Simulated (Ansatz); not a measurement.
System: Be.

```
CELL_PARAMETERS angstrom
3.73323 0.00000 0.00000
-1.86661 3.23307 0.00000
0.00000 0.00000 2.29823
ATOMIC_POSITIONS crystal
Be 0.00000 0.00000 0.00000
Be 0.33333 0.66667 0.50000
Be 0.66667 0.33333 0.50000
```

Space group P6/mmm; set up as Be, omega (AlB2-type); a generated structure, not necessarily the stable one; changed on purpose from its base cell (volume × 1.12); computed pressure about −10 GPa in this cell.

Theory: Ansatz 0.2.0, DFT, revPBE, plane waves (420 eV) with PAW, scalar-relativistic.

Q: Predict the valence pseudo-density and electron localisation function between the atoms.

A: Be–Be (2.30 Å): ρ at the midpoint is about 0.21 e/Å³; the ELF reaches about 0.55 near the midpoint.

Q: Does the calculation give a band gap?

A: It is metallic or semimetallic at this level of theory: no gap opens.

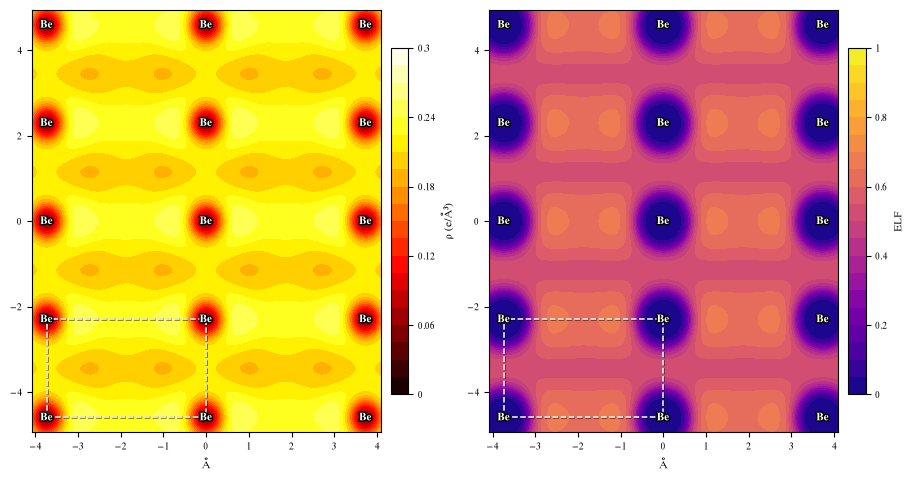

Computed valence pseudo-density and electron localisation function on the (100) plane of the conventional cell, in this order. 

Core electrons are frozen (PAW), and the valence fields are smoothed inside the atomic spheres.
